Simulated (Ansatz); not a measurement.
Al$_{6}$O

Input file:

```
crystal:
  lattice:
    - [2.8543818357, 0.0, 0.0]
    - [-1.4271909179, 2.4719671818, 0.0]
    - [0.0, 0.0, 14.4148711093]
  atoms:
    - { symbol: Al, position: [0.6666666667, 0.3333333333, 0.4192811826] }
    - { symbol: Al, position: [0.3333333333, 0.6666666667, 0.5807188174] }
    - { symbol: Al, position: [0.6666666667, 0.3333333333, 0.9000091744] }
    - { symbol: Al, position: [0.3333333333, 0.6666666667, 0.0999908256] }
    - { symbol: Al, position: [0.0, 0.0, 0.2601404563] }
    - { symbol: Al, position: [0.0, 0.0, 0.7398595437] }
    - { symbol: O, position: [0.0, 0.0, 0.0] }
basis:
  ecutwfc: 420
kpoints:
  mp_grid: { grid: [12, 12, 2] }
  band_path:
    path:
      - [[0.0, 0.0, 0.0], [0.5, 0.0, 0.0], [0.33333333, 0.33333333, 0.0], [0.0, 0.0, 0.0], [0.0, 0.0, 0.5], [0.5, 0.0, 0.5], [0.33333333, 0.33333333, 0.5], [0.0, 0.0, 0.5]]
      - [[0.5, 0.0, 0.5], [0.5, 0.0, 0.0]]
      - [[0.33333333, 0.33333333, 0.5], [0.33333333, 0.33333333, 0.0]]
    npoints: 14
hamiltonian:
  xc: pbe
scf:
  occupations: { method: gaussian, width: 0.1 }
  n_extra_bands: 17
output:
  forces: true
  stress: true
  eigenvalues: true
  populations: true
  dos: { projected: true, de: 0.02, nscf_kmesh: { grid: [15, 15, 3] } }
  bader: true
  write_density: true
  write_potential: true
  elf: true
  volumetric_format: npy
```

Launched as:

```sh
ansatz run input.yaml --threads 1 --pin off --max-ram 2560MiB --backend cpu --events-out ev --progress --plain --runs-dir out
```

Below, planes, directions and counts refer to the conventional cell (a = 2.85 Å, b = 2.85 Å, c = 14.41 Å, α = 90.00°, β = 90.00°, γ = 120.00°).

Space group P-3m1; a generated structure, not necessarily the stable one.

Theory: DFT PBE, scalar-relativistic, plane waves, PAW in Ansatz.

In a PAW calculation such maps are meaningful between the atoms, not at the nuclei.

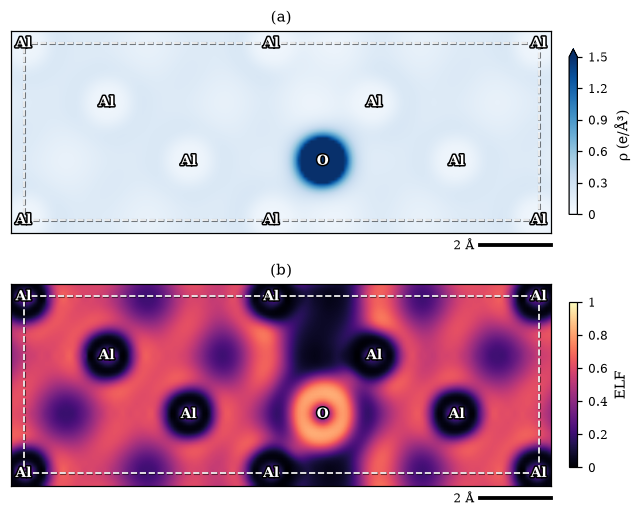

Figure 1. (a) valence charge density (pseudo); (b) ELF on the (110) plane of the conventional cell.

> Describe what can be read from this map.

- The section cuts through Al and O sites.
- Al–O (2.19 Å): ρ at the midpoint is about 0.33 e/Å³; the ELF peaks at about 0.80 in the valence shell of O, 0.6 Å from its nucleus, and is about 0.50 at the midpoint.
- Between the atoms the lowest density in this plane is 0.08 e/Å³.

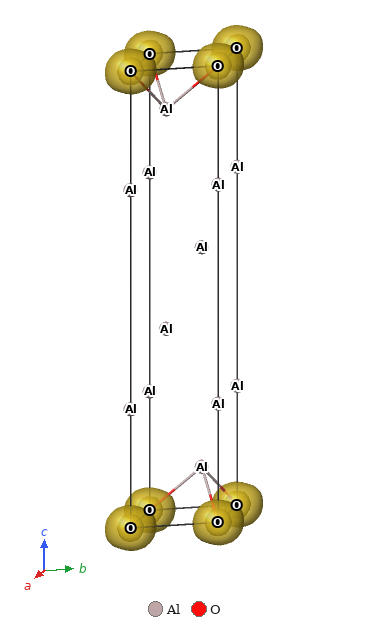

Figure 2. Isosurface of the electron localisation function at 0.75 (yellow), seen slightly off an axis. Only the valence region is drawn (cores and ρ < 0.01 e/Å³ removed). Sticks mark near contacts.

> Describe the localisation domains.

The surface consists of one region wrapped around O (its valence shell), counted in one cell of 7 atoms. Any copies at cell faces, edges or corners count once.

> Metal or insulator at this level of theory?

It is gapless in this calculation (a metal or semimetal).

> Which way does charge flow, and how much by Bader's partition?

Electrons move from Al towards O. Bader charges: Al −0.01 to +0.83 and O −1.83 e.
